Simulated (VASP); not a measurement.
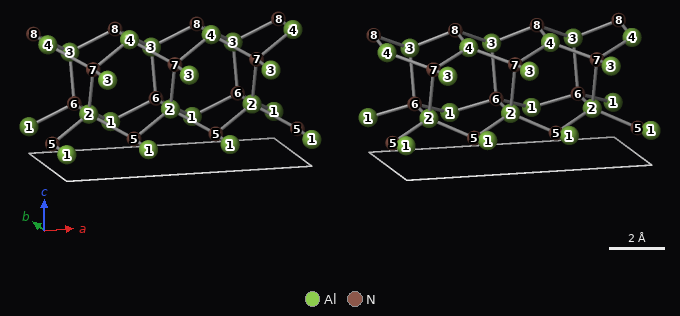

Two geometries of a slab of composition AlN, drawn at one scale. One is the start of a relaxation, the other its converged end. The picture is a ball-and-stick view of the 3 × 1 repeat of the cell, outlined in the plane, without the vacuum, seen slightly off an axis.

All numbers below come from Kohn-Sham DFT of a periodic cell, PBEsol, VASP PAW PBE potentials, recommended in VASP 6.6.1. (plane-wave cutoff 520 eV; k-point mesh 8 × 6 × 1; occupations gaussian; smearing width 0.05 eV; no spin polarisation)

**Which one is relaxed?**

The right one is the relaxed one. The run lets the atoms move in a fixed cell. After 20 geometry steps the energy has fallen by 1.146 eV per cell of the calculation. The largest force component goes from 2.1 to 0.012 eV/Å. The largest moves relative to the layer's centre, 0.33 Å, are those of Al1 and Al4. Al1 goes at 18° to the normal (+c side). Largest moves by element: Al 0.33 Å, N 0.05 Å. The cell doesn't change. Near-neighbour distances that change, for instance: Al2–N7 1.894 → 2.053 Å, Al1–N5 1.893 → 1.774 Å, Al2–N5 1.894 → 1.813 Å, Al1–N6 1.894 → 1.821 Å. Bond angles that change, for instance: Al2–N7–Al4 110.5° → 100.3°, N5–Al1–N6 108.4° → 117.1°, N8–Al3–N8 110.5° → 118.3°.
